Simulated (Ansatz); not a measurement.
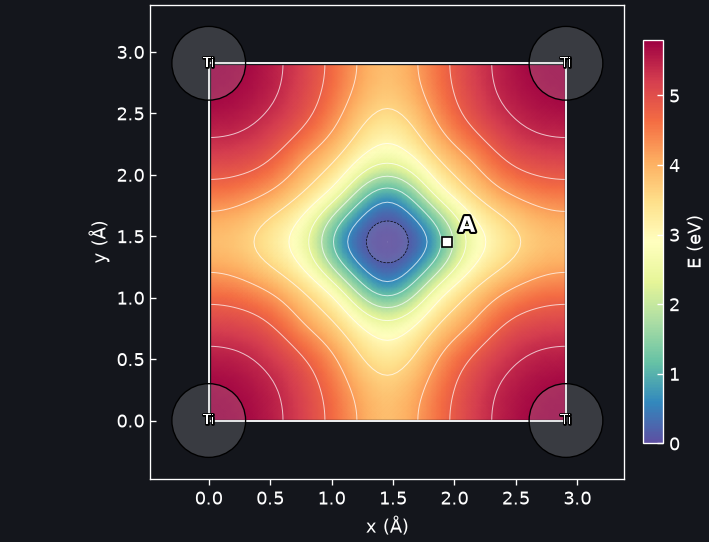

C on a Ti(100) slab cut from the Fm-3m phase, its upper half relaxed before the scan (3 atoms of substrate and one adsorbate in a 1 × 1 cell). C is moved over the surface cell; relaxed at each place: the height of the adsorbate's atoms; substrate rigid; the origin of the map has the adsorbate above Ti3. Places are given modulo a cell vector. The map is drawn in real space over the plane of the surface. The grid has 6 × 6 points; 10 points were computed and 26 follow by symmetry. Energies: eV, counted from the lowest grid point. With one adsorbate in each 1 × 1 cell, its nearest image is 2.9 Å away, so neighbouring adsorbates interact. Method: Ansatz, DFT PBE, scalar-relativistic, plane waves, PAW. Settings: cutoff 420 eV, k-mesh 9×9×1, gaussian smearing 0.1 eV, no spin polarisation.

The picture shows a smooth colour map with a few white contour lines, labelled circles for the atoms of the top layer and small ones for the second layer, the outline of one cell of the plane, the point A. Between grid points the surface is interpolated.

**Is A at rest? If not, where is it pushed?**

A, at (4/6, 3/6) of the cell vectors, is not a stationary point. The computed force is 6.4 eV/Å in the plane, pointing left in the picture (components −6.4 and 0.0 eV/Å).

PAW datasets: the set soft_1.
